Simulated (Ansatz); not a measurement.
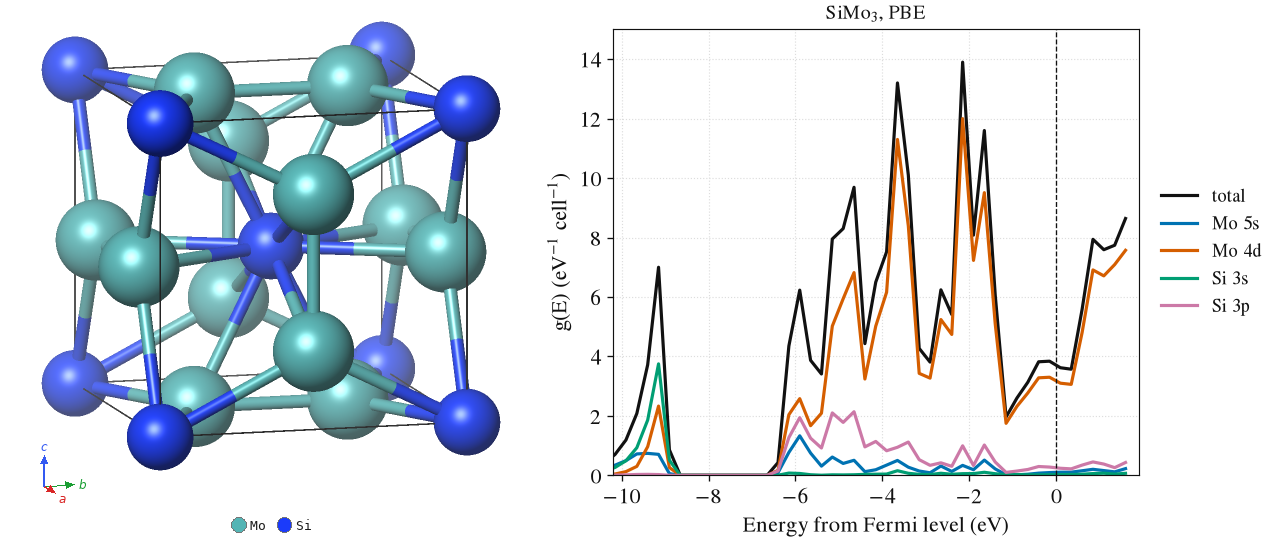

Density of states, beside the structure. Energies are counted from the Fermi level. The partial curves are projected on Löwdin-orthogonalised atomic shells.

Calculation on SiMo₃, space group Pm-3n (No. 223), 8 atoms in the cell; a = 4.86 Å, b = 4.86 Å, c = 4.86 Å, α = 90.00°, β = 90.00°, γ = 90.00°.

Computed with Ansatz: DFT with PBE, PAW plane waves, no spin polarisation, 5×5×5 k mesh, 420 eV cutoff, cold smearing of 0.036 eV.

> What is the density of states at the Fermi level?

It is a metal. The density of states at the Fermi level is about 3.7 per eV and cell (mean within 0.25 eV), or 0.47 per atom.

> Which states dominate at the Fermi level?

By projected weight, the states within 0.3 eV of the Fermi level are Mo 4d (90 %).

The cell is at 7 GPa in this functional.
